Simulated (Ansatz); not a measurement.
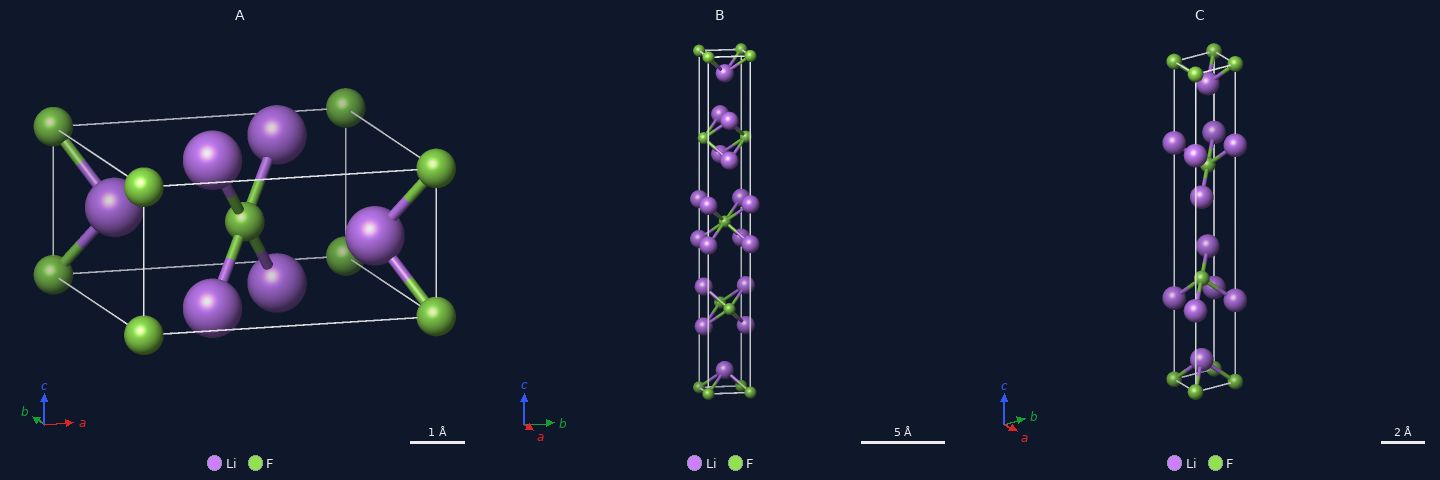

Three structures of Li2F, each relaxed to rest (conventional cells in solid outline, small ones repeated, each panel with its own scale). Method: DFT PBE, scalar-relativistic, plane waves, PAW in Ansatz, without spin polarisation.

**Name the structure in each panel.**

A: 6 atoms a cell on a primitive tetragonal lattice, P4_2/mnm; B: 12 atoms a cell on a body-centred tetragonal lattice, I4_1/amd; C: 9 atoms a cell on a rhombohedral (trigonal R) lattice, R-3m.

**Rank them by energy, lowest first.**

C, then A (+131 meV/atom) and B (+182 meV/atom), energies at zero smearing.

**Collect the results in a table.**

| panel | structure | E − E(lowest) (meV/atom) | volume (Å³/atom) | gap (eV) |
| --- | --- | --- | --- | --- |
| C | R-3m | 0 | 12.2 | metal |
| A | P4_2/mnm | 131 | 15.2 | metal |
| B | I4_1/amd | 182 | 11.8 | metal |

Some of these may be structure types tried for this composition rather than known phases, and the most stable form need not be among them. Gaps are taken on the k-mesh or band path of each run.
